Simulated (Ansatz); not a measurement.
Geometry relaxation, with input and output: HfO₂ (part 2 of 3)

HfO₂ (P2₁2₁2, 12 atoms in the cell); DFT LDA, scalar-relativistic, plane waves, PAW (Ansatz 0.2.0); cutoff 420 eV, 6×6×6 k-mesh, Gaussian smearing of 0.02 eV. The structure derives from a Materials Project entry. The run did not end well. The run did not end well; see the last part.

Geometry of the input (Å; fractional positions):
```
5.0803  0.0000  0.0000
0.0000  5.1649  0.0000
0.0000  0.0000  4.8909
Hf 0.2774  0.2818  0.7279
Hf 0.7774  0.2182  0.2721
Hf 0.7226  0.7182  0.7279
Hf 0.2226  0.7818  0.2721
O  0.5000  0.5000  0.4244
O  0.0000  0.0000  0.5756
O  0.5000  0.0000  0.5109
O  0.0000  0.5000  0.4891
O  0.3132  0.6636  0.8955
O  0.8132  0.8364  0.1045
O  0.6868  0.3364  0.8955
O  0.1868  0.1636  0.1045
```

### Output, continued
```
SCF iter   1: F=—  HF=-66371.869420 eV  |F-HF|=—  |Δ(HF+E_count)|=         —  Δρ=1.86e-3  dr2=1.80e-3  ethr=1.25e-6  ⟨swp⟩=3.8  Hψ=21240  notcnv=0
preconditioner: auto → Resta (q_TF=auto, 2.816 Å⁻¹)  ε∞=5.8  [insulator: Δε(μ)=3.663 eV  Ē_g=18.219 eV  σ=0.020 eV  W_gap=1.00  n_scr=48 (ndim 8)  ℏωp=39.8 eV  f_vac=0.012  D(μ)=0.00/eV (n_scr^D=0)  ε∞_Penn≈5.8]
SCF iter   2: F=—  HF=-66371.869163 eV  |F-HF|=—  |Δ(HF+E_count)|=   2.57e-4  Δρ=1.04e-3  dr2=6.00e-4  ethr=1.19e-6  ⟨swp⟩=1.0  Hψ=5888  notcnv=0
SCF iter   3: F=—  HF=-66371.869061 eV  |F-HF|=—  |Δ(HF+E_count)|=   1.02e-4  Δρ=1.99e-4  dr2=4.06e-5  ethr=3.95e-7  ⟨swp⟩=2.3  Hψ=7972  notcnv=0
SCF iter   4: F=—  HF=-66371.869052 eV  |F-HF|=—  |Δ(HF+E_count)|=   8.62e-6  Δρ=7.25e-5  dr2=5.16e-6  ethr=2.67e-8  ⟨swp⟩=2.0  Hψ=9653  notcnv=0
SCF iter   5: F=—  HF=-66371.869044 eV  |F-HF|=—  |Δ(HF+E_count)|=   7.92e-6  Δρ=1.91e-5  dr2=3.30e-7  ethr=3.39e-9  ⟨swp⟩=2.0  Hψ=9361  notcnv=0
SCF iter   6: F=—  HF=-66371.869044 eV  |F-HF|=—  |Δ(HF+E_count)|=   2.52e-8  Δρ=7.09e-6  dr2=5.41e-8  ethr=2.17e-10  ⟨swp⟩=2.0  Hψ=10085  notcnv=0
SCF iter   7: F=—  HF=-66371.869044 eV  |F-HF|=—  |Δ(HF+E_count)|=   5.75e-8  Δρ=1.99e-6  dr2=5.37e-9  ethr=3.56e-11  ⟨swp⟩=2.0  Hψ=10692  notcnv=0
SCF iter   8: F=-66371.869044 eV  HF=-66371.869044 eV  |F-HF|=2.33e-10  |Δ(HF+E_count)|=  4.37e-10  Δρ=5.92e-7  dr2=4.45e-10  ethr=1.63e-12  ⟨swp⟩=5.7  Hψ=22895  notcnv=0
SCF 7 converged in 8 iterations: F = -66371.869044 eV  dr2 = 4.45e-10
  greatest PAW one-centre occupation: 0.999 electrons in one spin orbital (limit 2), on the Hf atom at site 0 (counted from 0), in its partial waves of l = 3
relax step   7: F+E_penalty+E_count = -66371.86904418 eV  Δ(F+E_penalty+E_count) = +1.007e-5 eV  max|allowed force component| = 8.909e-3 eV/Å  Δτ_max = 0.0166 Å  P = -0.021 GPa  Ω = 125.639 Å³  energy of the carried Pulay correction = +1.892e-2 eV  (8 SCF iters, dr2 threshold 2.48e-9 eV, accepted)
Crystal: 12 atoms, lattice volume = 125.625 Å³
Basis set: ecut = 420 eV, 2449 PW (Γ)
iter 1 solved again at ethr=2.97e-8 eV; its pass at ethr=3.10e-3 eV (dr2=4.52e-5 eV) is discarded
SCF iter   1: F=—  HF=-66371.869203 eV  |F-HF|=—  |Δ(HF+E_count)|=         —  Δρ=2.52e-4  dr2=4.32e-5  ethr=2.97e-8  ⟨swp⟩=2.3  Hψ=18929  notcnv=0
preconditioner: auto → Resta (q_TF=auto, 2.816 Å⁻¹)  ε∞=5.8  [insulator: Δε(μ)=3.659 eV  Ē_g=18.219 eV  σ=0.020 eV  W_gap=1.00  n_scr=48 (ndim 8)  ℏωp=39.8 eV  f_vac=0.012  D(μ)=0.00/eV (n_scr^D=0)  ε∞_Penn≈5.8]
SCF iter   2: F=—  HF=-66371.869195 eV  |F-HF|=—  |Δ(HF+E_count)|=   8.92e-6  Δρ=1.24e-4  dr2=9.45e-6  ethr=2.84e-8  ⟨swp⟩=2.0  Hψ=6845  notcnv=0
SCF iter   3: F=—  HF=-66371.869174 eV  |F-HF|=—  |Δ(HF+E_count)|=   2.07e-5  Δρ=4.66e-5  dr2=1.85e-6  ethr=6.21e-9  ⟨swp⟩=2.0  Hψ=9585  notcnv=0
SCF iter   4: F=—  HF=-66371.869173 eV  |F-HF|=—  |Δ(HF+E_count)|=   4.28e-7  Δρ=9.18e-6  dr2=8.92e-8  ethr=1.22e-9  ⟨swp⟩=2.0  Hψ=9555  notcnv=0
SCF iter   5: F=—  HF=-66371.869173 eV  |F-HF|=—  |Δ(HF+E_count)|=   1.60e-8  Δρ=2.40e-6  dr2=6.12e-9  ethr=5.87e-11  ⟨swp⟩=2.9  Hψ=10573  notcnv=0
SCF iter   6: F=-66371.869173 eV  HF=-66371.869173 eV  |F-HF|=3.09e-9  |Δ(HF+E_count)|=  8.15e-10  Δρ=1.37e-6  dr2=1.98e-9  ethr=3.26e-12  ⟨swp⟩=7.9  Hψ=25642  notcnv=0
SCF 8 converged in 6 iterations: F = -66371.869173 eV  dr2 = 1.98e-9
relax step   8: F+E_penalty+E_count = -66371.86917341 eV  Δ(F+E_penalty+E_count) = -1.292e-4 eV  max|allowed force component| = 1.907e-3 eV/Å  Δτ_max = 0.0013 Å  P = +0.006 GPa  Ω = 125.625 Å³  energy of the carried Pulay correction = +1.902e-2 eV  (6 SCF iters, dr2 threshold 4.96e-9 eV, accepted)
Initial wavefunctions: pseudopotential atomic-orbital guess (no wavefunctions were taken with the density)
iter 1 solved again at ethr=5.24e-8 eV; its pass at ethr=3.10e-3 eV (dr2=7.97e-5 eV) is discarded
SCF iter   1: F=—  HF=-66371.852218 eV  |F-HF|=—  |Δ(HF+E_count)|=         —  Δρ=2.47e-4  dr2=1.09e-5  ethr=5.24e-8  ⟨swp⟩=3.5  Hψ=35640  notcnv=0
SCF iter   2: F=—  HF=-66371.852199 eV  |F-HF|=—  |Δ(HF+E_count)|=   1.87e-5  Δρ=1.21e-4  dr2=3.60e-6  ethr=7.20e-9  ⟨swp⟩=2.0  Hψ=9728  notcnv=0
SCF iter   3: F=—  HF=-66371.852200 eV  |F-HF|=—  |Δ(HF+E_count)|=   1.41e-7  Δρ=5.45e-5  dr2=4.96e-7  ethr=2.37e-9  ⟨swp⟩=3.0  Hψ=9712  notcnv=0
SCF iter   4: F=—  HF=-66371.852200 eV  |F-HF|=—  |Δ(HF+E_count)|=   8.96e-8  Δρ=4.95e-6  dr2=1.55e-8  ethr=3.27e-10  ⟨swp⟩=2.0  Hψ=8725  notcnv=0
SCF iter   5: F=—  HF=-66371.852200 eV  |F-HF|=—  |Δ(HF+E_count)|=   2.69e-8  Δρ=1.05e-6  dr2=4.72e-10  ethr=1.02e-11  ⟨swp⟩=2.0  Hψ=10752  notcnv=0
SCF iter   6: F=—  HF=-66371.852200 eV  |F-HF|=—  |Δ(HF+E_count)|=   1.12e-9  Δρ=2.94e-7  dr2=5.11e-11  ethr=1.00e-12  ⟨swp⟩=5.0  Hψ=21990  notcnv=0
SCF iter   7: F=-66371.852200 eV  HF=-66371.852200 eV  |F-HF|=2.91e-11  |Δ(HF+E_count)|=  4.37e-11  Δρ=2.22e-7  dr2=4.95e-11  ethr=1.00e-12  ⟨swp⟩=4.6  Hψ=20261  notcnv=0
SCF 9 converged in 7 iterations: F = -66371.852200 eV  dr2 = 4.95e-11
  greatest PAW one-centre occupation: 0.999 electrons in one spin orbital (limit 2), on the Hf atom at site 2 (counted from 0), in its partial waves of l = 3
relax step   9: F+E_penalty+E_count = -66371.85219963 eV  Δ(F+E_penalty+E_count) = +1.697e-2 eV  max|allowed force component| = 3.031e-3 eV/Å  Δτ_max = 0.0000 Å  P = -0.204 GPa  Ω = 125.625 Å³  stress off target by 2.80e-1 GPa  SCF on the basis re-selected at this cell (its energy is not comparable with the rows above)  (7 SCF iters)
basis re-selected at this cell: Δ(F+E_penalty+E_count) = +1.697e-2 eV, ΔP = -0.211 GPa vs the last step (what re-selecting the basis moved, of the pressure what is left beyond the Pulay correction that the steps carried, after the strain that the cell walked since its last selection, with what the two solves' SCF thresholds leave and, on support functions, any second-order correction that the steps lacked; it is no measure of the basis error at this ecutwfc). This SCF's stress stands 2.80e-1 GPa from its target on what of the cell is left free (relax.cell.stress_tol is 5.00e-2 GPa) and its largest allowed force component is 3.03e-3 eV/Å (relax.f_tol is 5.00e-3 eV/Å): not within both, so this SCF does not close the relaxation
Crystal: 12 atoms, lattice volume = 125.485 Å³
Basis set: ecut = 420 eV, 2441 PW (Γ)
iter 1 solved again at ethr=2.62e-7 eV; its pass at ethr=3.10e-3 eV (dr2=3.98e-4 eV) is discarded
SCF iter   1: F=—  HF=-66371.853414 eV  |F-HF|=—  |Δ(HF+E_count)|=         —  Δρ=8.48e-4  dr2=3.66e-4  ethr=2.62e-7  ⟨swp⟩=5.4  Hψ=23510  notcnv=0  defer=3
preconditioner: auto → Resta (q_TF=auto, 2.817 Å⁻¹)  ε∞=5.8  [insulator: Δε(μ)=3.663 eV  Ē_g=18.225 eV  σ=0.020 eV  W_gap=1.00  n_scr=48 (ndim 8)  ℏωp=39.8 eV  f_vac=0.012  D(μ)=0.00/eV (n_scr^D=0)  ε∞_Penn≈5.8]
SCF iter   2: F=—  HF=-66371.853365 eV  |F-HF|=—  |Δ(HF+E_count)|=   4.93e-5  Δρ=4.66e-4  dr2=1.19e-4  ethr=2.41e-7  ⟨swp⟩=1.0  Hψ=5888  notcnv=0
SCF iter   3: F=—  HF=-66371.853340 eV  |F-HF|=—  |Δ(HF+E_count)|=   2.52e-5  Δρ=1.15e-4  dr2=1.25e-5  ethr=7.85e-8  ⟨swp⟩=2.1  Hψ=7367  notcnv=0
SCF iter   4: F=—  HF=-66371.853336 eV  |F-HF|=—  |Δ(HF+E_count)|=   3.18e-6  Δρ=2.78e-5  dr2=7.80e-7  ethr=8.25e-9  ⟨swp⟩=2.0  Hψ=9722  notcnv=0
SCF iter   5: F=-66371.853336 eV  HF=-66371.853336 eV  |F-HF|=2.66e-8  |Δ(HF+E_count)|=   1.00e-7  Δρ=9.86e-6  dr2=6.55e-8  ethr=1.29e-10  ⟨swp⟩=7.9  Hψ=26569  notcnv=0
SCF 10 converged in 5 iterations: F = -66371.853336 eV  dr2 = 6.55e-8
relax step  10: F+E_penalty+E_count = -66371.85333628 eV  Δ(F+E_penalty+E_count) = -1.137e-3 eV  max|allowed force component| = 6.073e-3 eV/Å  Δτ_max = 0.0075 Å  P = +0.084 GPa  Ω = 125.485 Å³  energy of the carried Pulay correction = +9.974e-4 eV  (5 SCF iters, dr2 threshold 1.96e-7 eV, accepted)
Crystal: 12 atoms, lattice volume = 125.539 Å³
iter 1 solved again at ethr=3.24e-7 eV; its pass at ethr=3.10e-3 eV (dr2=4.92e-4 eV) is discarded
SCF iter   1: F=—  HF=-66371.853010 eV  |F-HF|=—  |Δ(HF+E_count)|=         —  Δρ=9.48e-4  dr2=4.63e-4  ethr=3.24e-7  ⟨swp⟩=6.4  Hψ=24160  notcnv=0  defer=1
preconditioner: auto → Resta (q_TF=auto, 2.817 Å⁻¹)  ε∞=5.8  [insulator: Δε(μ)=3.658 eV  Ē_g=18.222 eV  σ=0.020 eV  W_gap=1.00  n_scr=48 (ndim 8)  ℏωp=39.8 eV  f_vac=0.012  D(μ)=0.00/eV (n_scr^D=0)  ε∞_Penn≈5.8]
SCF iter   2: F=—  HF=-66371.852945 eV  |F-HF|=—  |Δ(HF+E_count)|=   6.45e-5  Δρ=5.25e-4  dr2=1.52e-4  ethr=3.05e-7  ⟨swp⟩=1.0  Hψ=5888  notcnv=0
SCF iter   3: F=—  HF=-66371.852915 eV  |F-HF|=—  |Δ(HF+E_count)|=   3.00e-5  Δρ=9.54e-5  dr2=9.19e-6  ethr=9.99e-8  ⟨swp⟩=2.6  Hψ=9141  notcnv=0
SCF iter   4: F=—  HF=-66371.852923 eV  |F-HF|=—  |Δ(HF+E_count)|=   7.21e-6  Δρ=3.57e-5  dr2=1.23e-6  ethr=6.05e-9  ⟨swp⟩=2.0  Hψ=9616  notcnv=0
SCF iter   5: F=—  HF=-66371.852922 eV  |F-HF|=—  |Δ(HF+E_count)|=   2.57e-7  Δρ=1.07e-5  dr2=7.60e-8  ethr=8.09e-10  ⟨swp⟩=2.2  Hψ=9564  notcnv=0
SCF iter   6: F=-66371.852922 eV  HF=-66371.852922 eV  |F-HF|=3.25e-8  |Δ(HF+E_count)|=   4.74e-9  Δρ=5.19e-6  dr2=2.58e-8  ethr=1.71e-11  ⟨swp⟩=7.9  Hψ=26021  notcnv=0
SCF 11 converged in 6 iterations: F = -66371.852922 eV  dr2 = 2.58e-8
relax step  11: F+E_penalty+E_count = -66371.85292228 eV  Δ(F+E_penalty+E_count) = +4.140e-4 eV  max|allowed force component| = 2.243e-2 eV/Å  Δτ_max = 0.0085 Å  P = -0.037 GPa  Ω = 125.539 Å³  energy of the carried Pulay correction = +6.083e-4 eV  (6 SCF iters, dr2 threshold 2.59e-8 eV, rejected (line search))
Crystal: 12 atoms, lattice volume = 125.524 Å³
iter 1 solved again at ethr=1.43e-7 eV; its pass at ethr=3.10e-3 eV (dr2=2.18e-4 eV) is discarded
SCF iter   1: F=—  HF=-66371.853123 eV  |F-HF|=—  |Δ(HF+E_count)|=         —  Δρ=6.33e-4  dr2=2.05e-4  ethr=1.43e-7  ⟨swp⟩=5.8  Hψ=23991  notcnv=0
```

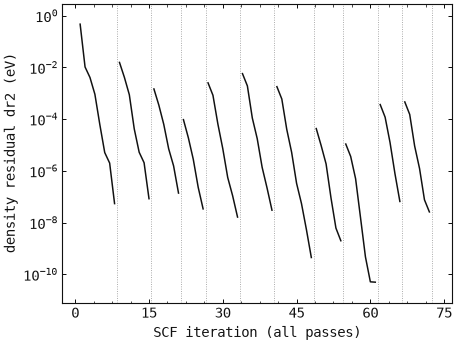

**Figure 1.** Convergence of the self-consistent field: density residual dr2 against the SCF iteration. Dotted lines part the SCF passes that the log prints in full.

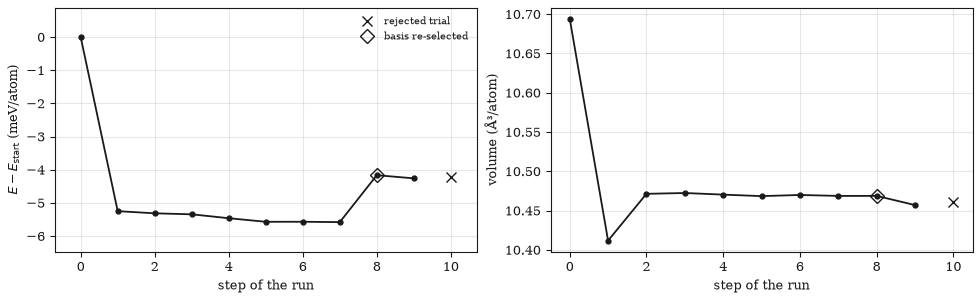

**Figure 2.** Progress of the relaxation, step by step (the first geometry is step 0 here and step 1 in the log).

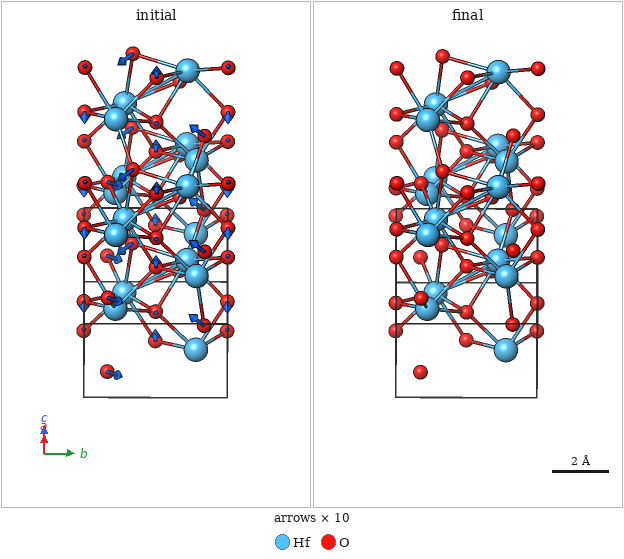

**Figure 3.** Before (left) and after (right) the relaxation, at one scale (ball-and-stick view of the cell of the calculation, repeated 2 × 1 × 2, seen at an oblique angle). The blue arrows give the displacements (without the part carried along by the change of the cell), magnified 10 times. The run was cut off at its time limit before the relaxation converged, so the last structure is only a point on the way. The largest moves relative to the cell, 0.084 Å, are those of O9, O10, O11 and O12. By element the largest moves are O 0.084 Å, Hf 0.016 Å. Cell: a 5.080 → 5.085 Å (+0.1 %), b 5.165 → 5.086 Å (−1.5 %), c 4.891 → 4.854 Å (−0.8 %). Volume −2.2 %. Among the contacts that change: Hf1–O11 2.253 → 2.177 Å, Hf1–O9 2.143 → 2.176 Å, Hf1–O8 2.150 → 2.122 Å, Hf1–O6 2.159 → 2.137 Å. Among the angles that change: Hf2–O10–Hf3 128.0° → 124.0°, Hf3–O10–Hf4 120.7° → 123.9°, Hf1–O7–Hf3 120.1° → 117.2°. The space group (tolerance 0.01 Å) goes from P2_12_12 (No. 18) to P-42_1m (No. 113). After 9 geometry steps the energy has fallen by 4.2 meV per atom. Largest force component: 0.069 eV/Å at the start, 0.022 eV/Å at the end. Pressure: −5.26 GPa at the start and −0.04 GPa at the end. The line search rejected the trial step at point 10 (counted from 0) and went back. 1 further SCF at an unchanged geometry re-selected the plane-wave basis for the new cell. (Atoms are counted from 1 in the order of the input.)

```
preconditioner: auto → Resta (q_TF=auto, 2.817 Å⁻¹)  ε∞=5.8  [insulator: Δε(μ)=3.662 eV  Ē_g=18.223 eV  σ=0.020 eV  W_gap=1.00  n_scr=48 (ndim 8)  ℏωp=39.8 eV  f_vac=0.012  D(μ)=0.00/eV (n_scr^D=0)  ε∞_Penn≈5.8]
Step cancelled. What follows is not a result of the run: it is the report of the last solve that finished, which converged after 6 SCF iterations.
Free energy (F): -66371.852922 eV
Harris-Foulkes:  -66371.852922 eV  (|F-HF|=3.25e-8)
Internal energy: -66371.852922 eV  (E = F + TS)
E sigma→0 (E₀):  -66371.852922 eV
Fermi energy:    17.759110 eV
--- Per-component energies (eV) ---
  E_band       = 270.091668
  E_kinetic    = 3093.417615
  E_local      = -22721.796841  (includes V_loc(G=0)·N_el)
  E_nonlocal   = -4524.132900
  E_hartree    = 10436.506731
  E_xc         = -1773.845875
  E_vxc        = -1817.170458  (∫ρ·V_xc dr)
  E_paw        = -27921.735686  (= ΣΔE_a)
  E_vpaw       = 5366.748418  (= ΣTr[D̂ρ^β])
  E_aug_tail   = 0.020370  (compensation charges beyond the density's cutoff)
  E_ewald      = -22970.890679
  E_core_change = 10.604342  (= ΣΔE_core)
  E_smearing   = -0.000000  (= −TS)
  E_closure    = -0.000000  (closes the sum)
  Σ components = -66371.852922   (vs F -66371.852922, Δ=0.00e0)
--- Forces (eV/Å), atoms counted from 1 ---
  atom   1  Hf    -0.00024230    -0.00017709     0.02242909
  atom   2  Hf    -0.00024230     0.00017709    -0.02242909
  atom   3  Hf     0.00024230     0.00017709     0.02242909
  atom   4  Hf     0.00024230    -0.00017709    -0.02242909
  atom   5  O      0.00000000     0.00000000     0.00576349
  atom   6  O      0.00000000     0.00000000    -0.00576349
  atom   7  O      0.00000000     0.00000000    -0.00102742
  atom   8  O     -0.00000000     0.00000000     0.00102742
  atom   9  O     -0.00507403     0.00453065     0.00568649
  atom  10  O     -0.00507403    -0.00453065    -0.00568649
  atom  11  O      0.00507403    -0.00453065     0.00568649
  atom  12  O      0.00507403     0.00453065    -0.00568649
  max |Σ_I F_I| component: 5.20e-18 eV/Å
--- Stress (GPa, compression-positive) ---
       -1.182276       0.000000       0.000000
        0.000000      -1.128073       0.000000
        0.000000       0.000000      -1.227242
  P = ⅓ Tr σ = -1.1792 GPa (-11.792 kbar)
--- Band table (eV; the first three rows and the last of 64) ---
  k-point 0: bands = ["-44.4016", "-44.3729", "-44.3707", "-44.3707", "-13.5878", "-13.5848", "-13.5793", "-13.2675", "-13.2673", "-13.1919", "-13.1917", "-13.1655", "-13.1497", "-13.0364", "-12.9534", "-12.9534", "-2.4908", "-0.9312", "-0.6978", "-0.6963", "-0.0427", "-0.0426", "0.3425", "0.4719", "5.6516", "5.6517", "5.6723", "5.6747", "5.6748", "5.6765", "5.6819", "5.6899", "5.6936", "5.6939", "5.6939", "5.7039", "5.7040", "5.7163", "5.7174", "5.7191", "5.7194", "5.7207", "5.7207", "5.7403", "5.7415", "5.7415", "5.7469", "5.7520", "5.7603", "5.7713", "5.7713", "5.8385", "10.1243", "10.4869", "10.4889", "11.3183", "11.3186", "11.7330", "11.8812", "12.1580", "12.6200", "13.0384", "13.2231", "13.2253", "13.6142", "13.6168", "13.8169", "14.1934", "14.1950", "14.2585", "14.5695", "14.7811", "14.7828", "15.7637", "15.7890", "15.7896", "19.9582", "20.4206", "20.8890", "21.4742", "21.4744", "21.8642", "22.0753", "22.9524", "22.9546", "23.0978", "23.2765", "23.4040", "24.0565", "24.0741", "24.0779", "24.3797"]
```
